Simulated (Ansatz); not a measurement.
Run report: Si$_{7}$NO$_{16}$ (charge +1), field-gradient calculation (part 2 of 2)

The same run, continued: Si$_{7}$NO$_{16}$ (defect cell, 24 atoms in the cell, total charge +1); DFT, PBE, plane-wave PAW, default files, scalar-relativistic, no spin polarisation (Ansatz 0.2.0); cutoff 420 eV, 4×4×4 k-mesh, Fermi–Dirac smearing of 0.01 eV. The structure derives from a Materials Project entry. It belongs to a series of runs on one base structure; here: N on a Si site, charge +1, host positions.

Output, continued
```
  k-point 2: bands = ["-20.4425", "-18.5688", "-18.2498", "-18.1866", "-18.1401", "-17.7448", "-17.5599", "-17.2059", "-17.1470", "-16.9969", "-16.8858", "-16.7223", "-16.6367", "-16.5491", "-16.4915", "-16.4866", "-13.1876", "-8.3460", "-7.7177", "-7.5790", "-7.4665", "-6.9785", "-6.5649", "-5.8278", "-5.7941", "-5.5611", "-4.9677", "-4.7167", "-4.6029", "-4.4355", "-4.3781", "-4.3600", "-2.4853", "-2.4608", "-2.3648", "-2.3585", "-2.2941", "-2.1600", "-1.9140", "-1.8090", "-1.6611", "-1.5722", "-1.5543", "-1.5412", "-1.5171", "-1.4855", "-1.4179", "-1.3405", "-1.1875", "-1.1079", "-0.8787", "-0.8678", "-0.7936", "-0.6173", "-0.4157", "-0.3837", "-0.1069", "-0.1013", "-0.0731", "0.0499", "0.0926", "0.2955", "0.3176", "0.4269", "1.3162", "3.8384", "3.8462", "3.8654", "7.7966", "8.0507", "10.0946", "10.0983", "10.1910", "10.2202", "10.2268", "10.2970", "10.3041", "10.3388", "10.3720", "10.7986", "11.0264", "11.0823", "11.2083", "11.3702", "11.5920", "11.6920", "11.9394", "12.1592"]
  k-point 17: bands = ["-20.4383", "-18.4594", "-18.4594", "-18.3520", "-17.6867", "-17.6867", "-17.5798", "-17.5669", "-17.0428", "-16.9331", "-16.9331", "-16.7038", "-16.6451", "-16.5310", "-16.5310", "-16.4673", "-13.1785", "-8.1304", "-8.1304", "-7.9453", "-6.8111", "-6.8111", "-6.7112", "-6.1156", "-5.2730", "-5.1919", "-5.1919", "-4.8235", "-4.7270", "-4.5506", "-4.5506", "-4.4733", "-2.5487", "-2.4878", "-2.4878", "-2.3739", "-2.1566", "-1.9616", "-1.9616", "-1.8353", "-1.7280", "-1.6029", "-1.6029", "-1.5889", "-1.3536", "-1.3536", "-1.3362", "-1.1533", "-1.1533", "-1.1138", "-1.0813", "-1.0507", "-0.7292", "-0.3945", "-0.3514", "-0.3514", "-0.2404", "-0.2404", "-0.0551", "-0.0493", "0.0919", "0.3211", "0.3211", "0.4125", "1.3726", "3.8308", "3.8308", "3.8431", "8.9330", "8.9330", "9.0033", "9.6138", "9.6377", "9.7467", "9.7467", "9.7793", "10.4138", "10.4138", "10.4526", "10.7301", "11.0054", "11.0250", "11.0880", "11.0880", "11.7186", "11.7688", "11.7688", "11.9158"]
--- Löwdin populations: 24 sites ---
  site symbol       q [e]
     0      N      4.3541
     1     Si      2.1535
     2     Si      2.1535
     3     Si      2.1605
     4     Si      2.1641
     5     Si      2.1641
     6     Si      2.1641
     7     Si      2.1641
     8      O      6.4195
     9      O      6.7788
    10      O      6.7460
    11      O      6.7763
    12      O      6.7460
    13      O      6.4195
    14      O      6.7763
    15      O      6.7788
    16      O      6.7788
    17      O      6.7763
    18      O      6.4195
    19      O      6.7460
    20      O      6.7763
    21      O      6.7460
    22      O      6.7788
    23      O      6.4195
  spilling = 0.012808 (of n_electrons = 128.000000)
```

File populations.tsv
```
# site	symbol	l	j	q
# orbitals = lowdin
# n_electrons = 128.000000
# spilling = 0.012808
0	N	0_2S	-	1.496485
0	N	1_2P	-	2.857589
1	Si	0_3S	-	0.678541
1	Si	1_3P	-	1.474949
2	Si	0_3S	-	0.678541
2	Si	1_3P	-	1.474949
3	Si	0_3S	-	0.679877
3	Si	1_3P	-	1.480613
4	Si	0_3S	-	0.680735
4	Si	1_3P	-	1.483322
5	Si	0_3S	-	0.680735
5	Si	1_3P	-	1.483322
6	Si	0_3S	-	0.680735
6	Si	1_3P	-	1.483322
7	Si	0_3S	-	0.680735
7	Si	1_3P	-	1.483322
8	O	0_2S	-	1.696338
8	O	1_2P	-	4.723212
9	O	0_2S	-	1.597303
9	O	1_2P	-	5.181533
10	O	0_2S	-	1.605368
10	O	1_2P	-	5.140633
11	O	0_2S	-	1.599482
11	O	1_2P	-	5.176823
12	O	0_2S	-	1.605368
12	O	1_2P	-	5.140633
13	O	0_2S	-	1.696338
13	O	1_2P	-	4.723212
14	O	0_2S	-	1.599482
14	O	1_2P	-	5.176823
15	O	0_2S	-	1.597303
15	O	1_2P	-	5.181533
16	O	0_2S	-	1.597303
16	O	1_2P	-	5.181533
17	O	0_2S	-	1.599482
17	O	1_2P	-	5.176823
18	O	0_2S	-	1.696338
18	O	1_2P	-	4.723212
19	O	0_2S	-	1.605368
19	O	1_2P	-	5.140633
20	O	0_2S	-	1.599482
20	O	1_2P	-	5.176823
21	O	0_2S	-	1.605368
21	O	1_2P	-	5.140633
22	O	0_2S	-	1.597303
22	O	1_2P	-	5.181533
23	O	0_2S	-	1.696338
23	O	1_2P	-	4.723212
```

File v_z.tsv
```
# z_ang	v_es[eV]	v_tot[eV]
# format = ansatz-planar-average/11
# xc	pbe
# density_cutoff_ev	1680
# datasets	N=:simpson_from_first_knot:soft	Si=:simpson_from_first_knot:soft	O=:simpson_from_first_knot:soft
# lattice	0.000000000	0.000000000	7.311342484
# lattice	4.954580925	-4.954580925	0.000000000
# lattice	4.954580925	4.954580925	-7.311342484
# sites	24
# site	7	0.000000000	0.000000000	0.000000000
# site	14	2.477290463	2.477290463	-3.655671242
# site	14	2.477290463	-2.477290463	3.655671242
# site	14	4.954580925	0.000000000	0.000000000
# site	14	4.954580925	-2.477290463	1.827835621
# site	14	7.431871388	0.000000000	-1.827835621
# site	14	2.477290463	0.000000000	-1.827835621
# site	14	4.954580925	2.477290463	-5.483506863
# site	8	5.434115639	-3.715935694	0.913917811
# site	8	7.911406102	-1.238645231	-2.741753432
# site	8	2.956825176	-1.238645231	4.569589053
# site	8	5.434115639	1.238645231	0.913917811
# site	8	6.193226157	-1.997755749	2.741753432
# site	8	8.670516619	0.479534714	-0.913917811
# site	8	3.715935694	0.479534714	-0.913917811
# site	8	6.193226157	2.956825176	-4.569589053
# site	8	3.715935694	-2.956825176	2.741753432
# site	8	6.193226157	-0.479534714	-0.913917811
# site	8	1.238645231	-0.479534714	6.397424674
# site	8	3.715935694	1.997755749	2.741753432
# site	8	4.475046212	-1.238645231	0.913917811
# site	8	6.952336675	1.238645231	-2.741753432
# site	8	1.997755749	1.238645231	4.569589053
# site	8	4.475046212	3.715935694	0.913917811
0.000000	1.406294e0	-6.583725e0
0.140650	1.453114e0	-6.530637e0
0.281299	1.526776e0	-6.445851e0
0.421949	1.597303e0	-6.366427e0
0.562598	1.774585e0	-6.177575e0
0.703248	2.037963e0	-5.902327e0
0.843898	2.223197e0	-5.720353e0
0.984547	2.289473e0	-5.677045e0
1.125197	2.287207e0	-5.706687e0
1.265846	2.232214e0	-5.774140e0
1.406496	2.114024e0	-5.878400e0
1.547145	1.948175e0	-6.009024e0
1.687795	1.745667e0	-6.182005e0
1.828445	1.468164e0	-6.460534e0
1.969094	1.153232e0	-6.799232e0
2.109744	9.560193e-1	-7.019057e0
2.250393	8.851720e-1	-7.106952e0
2.391043	8.185699e-1	-7.191729e0
2.531693	7.778041e-1	-7.245489e0
2.672342	8.260092e-1	-7.198426e0
2.812992	8.977417e-1	-7.123933e0
2.953641	9.698382e-1	-7.049593e0
3.094291	1.164256e0	-6.847439e0
3.234940	1.472783e0	-6.533575e0
3.375590	1.739125e0	-6.287123e0
3.516240	1.920557e0	-6.154252e0
3.656889	2.049229e0	-6.075690e0
3.797539	2.105680e0	-6.040237e0
3.938188	2.060946e0	-6.065196e0
4.078838	1.944303e0	-6.133281e0
4.219488	1.775266e0	-6.256428e0
4.360137	1.521459e0	-6.494267e0
4.500787	1.225250e0	-6.800130e0
4.641436	1.042531e0	-6.995441e0
4.782086	9.809881e-1	-7.065850e0
4.922735	9.178989e-1	-7.139538e0
5.063385	8.754462e-1	-7.188103e0
5.204035	9.178989e-1	-7.139538e0
5.344684	9.809881e-1	-7.065850e0
5.485334	1.042531e0	-6.995441e0
5.625983	1.225250e0	-6.800130e0
5.766633	1.521459e0	-6.494267e0
5.907283	1.775266e0	-6.256428e0
6.047932	1.944303e0	-6.133281e0
6.188582	2.060946e0	-6.065196e0
6.329231	2.105680e0	-6.040237e0
6.469881	2.049229e0	-6.075690e0
6.610530	1.920557e0	-6.154252e0
6.751180	1.739125e0	-6.287123e0
6.891830	1.472783e0	-6.533575e0
7.032479	1.164256e0	-6.847439e0
7.173129	9.698382e-1	-7.049593e0
7.313778	8.977417e-1	-7.123933e0
7.454428	8.260092e-1	-7.198426e0
7.595078	7.778041e-1	-7.245489e0
7.735727	8.185699e-1	-7.191729e0
7.876377	8.851720e-1	-7.106952e0
8.017026	9.560193e-1	-7.019057e0
8.157676	1.153232e0	-6.799232e0
8.298326	1.468164e0	-6.460534e0
8.438975	1.745667e0	-6.182005e0
8.579625	1.948175e0	-6.009024e0
8.720274	2.114024e0	-5.878400e0
8.860924	2.232214e0	-5.774140e0
9.001573	2.287207e0	-5.706687e0
9.142223	2.289473e0	-5.677045e0
9.282873	2.223197e0	-5.720353e0
9.423522	2.037963e0	-5.902327e0
9.564172	1.774585e0	-6.177575e0
9.704821	1.597303e0	-6.366427e0
9.845471	1.526776e0	-6.445851e0
9.986121	1.453114e0	-6.530637e0
```

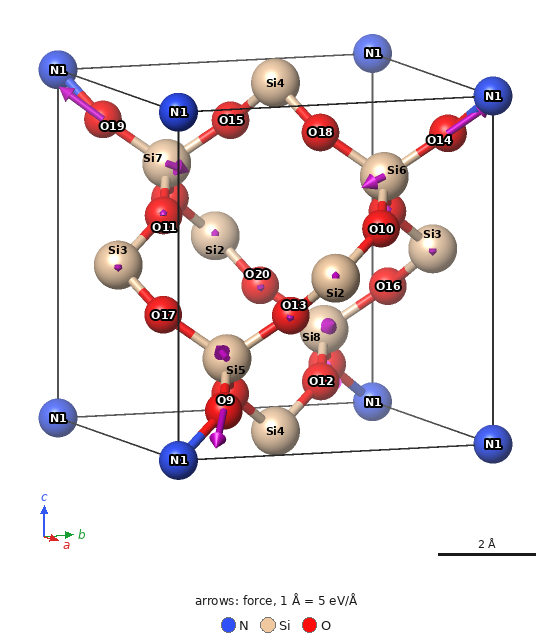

Figure 1. Forces on the atoms as pink arrows (ball-and-stick view of the reduced cell, seen slightly off an axis; atoms are numbered from 1 in the order of the input); the smallest are left out. The largest act on O9, O14, O19, O24 (5.75 eV/Å); Si5, Si6, Si7, Si8 (2.83 eV/Å). The geometry is not a stationary point of this energy.

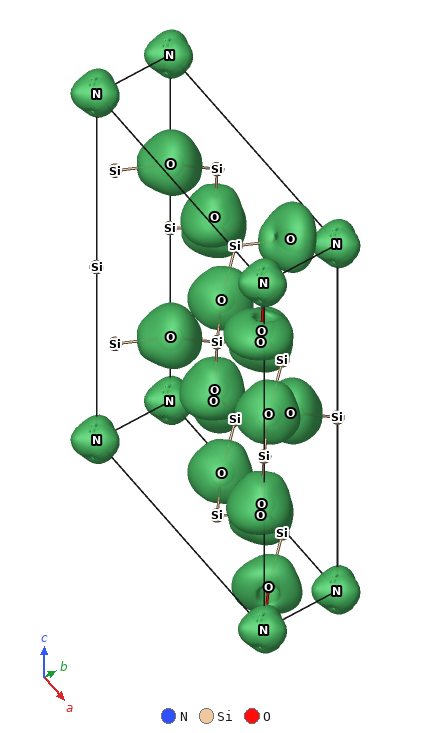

Figure 2. Isosurface of the electron localisation function at 0.7 (green), seen slightly off an axis. Only the valence region is drawn (cores and ρ < 0.01 e/Å³ removed). Sticks mark near contacts. The outline is the calculation cell. Along the contacts the grid gives the following. N–O (1.61 Å): the ELF peaks at about 0.80 between the atoms (localised, shared-pair bonding). The fields are those of the smooth PAW valence density.

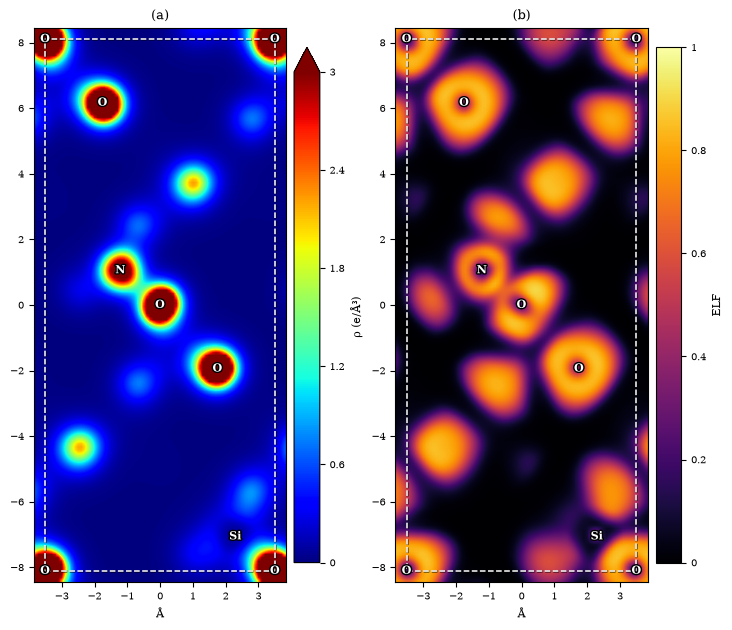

Figure 3. (a) valence pseudo-density; (b) electron localisation function on the (101) plane of the calculation cell. The plane passes through N, Si and O nuclei. N–O (1.61 Å): ρ at the midpoint is about 1.3 e/Å³; the ELF peaks at about 0.80 between the atoms, which marks localised, shared-pair bonding. Si–O (1.61 Å): the density is about 1.3 e/Å³ at the midpoint; the ELF peaks at about 0.85 between the atoms, which marks a shared but strongly polarised pair. The density dies away to nearly zero in the voids.

The run was set up as follows.

The input
```yaml
crystal:
  lattice:
    - [0.0, 0.0, 7.3113424844]
    - [4.9545809254, -4.9545809254, 0.0]
    - [4.9545809254, 4.9545809254, -7.3113424844]
  atoms:
    - { symbol: "N", position: [0.0, 0.0, 0.0] }
    - { symbol: Si, position: [0.0, 0.0, 0.5] }
    - { symbol: Si, position: [0.5, 0.5, 0.0] }
    - { symbol: Si, position: [0.5, 0.5, 0.5] }
    - { symbol: Si, position: [0.5, 0.75, 0.25] }
    - { symbol: Si, position: [0.5, 0.75, 0.75] }
    - { symbol: Si, position: [0.0, 0.25, 0.25] }
    - { symbol: Si, position: [0.0, 0.25, 0.75] }
    - { symbol: O, position: [0.298393065, 0.923393065, 0.173393065] }
    - { symbol: O, position: [0.298393065, 0.923393065, 0.673393065] }
    - { symbol: O, position: [0.798393065, 0.423393065, 0.173393065] }
    - { symbol: O, position: [0.798393065, 0.423393065, 0.673393065] }
    - { symbol: O, position: [0.798393065, 0.826606935, 0.423393065] }
    - { symbol: O, position: [0.798393065, 0.826606935, 0.923393065] }
    - { symbol: O, position: [0.298393065, 0.326606935, 0.423393065] }
    - { symbol: O, position: [0.298393065, 0.326606935, 0.923393065] }
    - { symbol: O, position: [0.451606935, 0.673393065, 0.076606935] }
    - { symbol: O, position: [0.451606935, 0.673393065, 0.576606935] }
    - { symbol: O, position: [0.951606935, 0.173393065, 0.076606935] }
    - { symbol: O, position: [0.951606935, 0.173393065, 0.576606935] }
    - { symbol: O, position: [0.451606935, 0.576606935, 0.326606935] }
    - { symbol: O, position: [0.451606935, 0.576606935, 0.826606935] }
    - { symbol: O, position: [0.951606935, 0.076606935, 0.326606935] }
    - { symbol: O, position: [0.951606935, 0.076606935, 0.826606935] }
total_charge: 1
kpoints:
  mp_grid: { grid: [4, 4, 4] }
scf:
  occupations: { method: fermi_dirac, width: 0.01 }
hamiltonian:
  xc: pbe
  pseudopotentials: { kind: paw }
output:
  forces: true
  stress: true
  populations: true
  efg:
    quadrupole_moments_barn: { "N": 0.02044, O: -0.02558 }
    contact_densities: true
  write_density: true
  write_potential: true
  elf: true
  volumetric_format: npy
```

Launched with:
```bash
ansatz run input.yaml --threads 1 --pin off --max-ram 3072MiB --backend cpu --events-out ev --progress --plain --runs-dir out
```

Summary

| quantity | value |
| --- | --- |
| outcome | converged |
| electrons treated | 128 |
| free energy | −13927.6574 eV |
| Fermi energy | 0.882 eV |
| gap on the k-point mesh | 0.83 eV |
| pressure | 1.51 GPa |
| field gradient V_zz (10²¹ V/m²) | N −0.60, Si 0.23, Si 0.23, Si −0.0514, Si 1.77, Si 1.77, Si 1.77, Si 1.77 (the first 8 of 24 sites) |
| largest force (length of the vector) | 5.747 eV/Å |
| hardware | 1 thread of Arm Neoverse V1, 24 GiB of memory available, shared host |
| wall time | 93 s |
| peak memory | 0.76 GiB |
